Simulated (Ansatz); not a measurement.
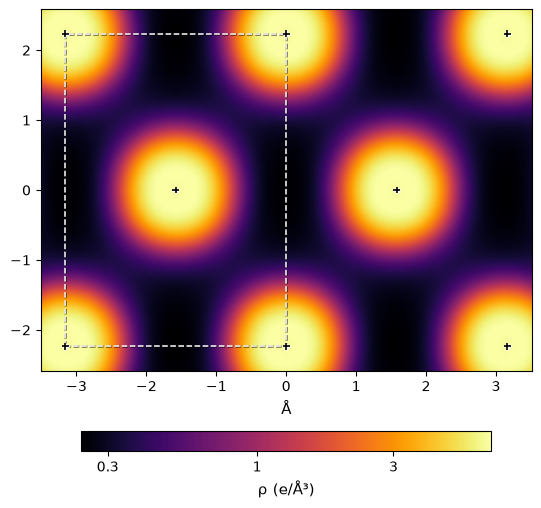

The valence pseudo-density on a plane through atoms (crosses mark nuclei in the plane).

Computed with Ansatz, DFT PBE, scalar-relativistic, plane waves, PAW.

Candidates:
A. MgO, a = 4.25 Å, b = 4.25 Å, c = 4.25 Å, α = 90.00°, β = 90.00°, γ = 90.00°. Space group Fm-3m.
B. Mo, a = 3.16 Å, b = 3.16 Å, c = 3.16 Å, α = 90.00°, β = 90.00°, γ = 90.00°. Space group Im-3m; computed without spin polarisation.
C. Ag (slab), a = 2.93 Å, b = 2.93 Å, c = 29.40 Å, α = 90.00°, β = 90.00°, γ = 120.00°. Computed without spin polarisation.

**Which candidate gave the map?**

Candidate B: Mo on the (011) plane of the conventional cell, which holds Mo. Mo–Mo (2.74 Å): the density is about 0.37 e/Å³ at the midpoint.
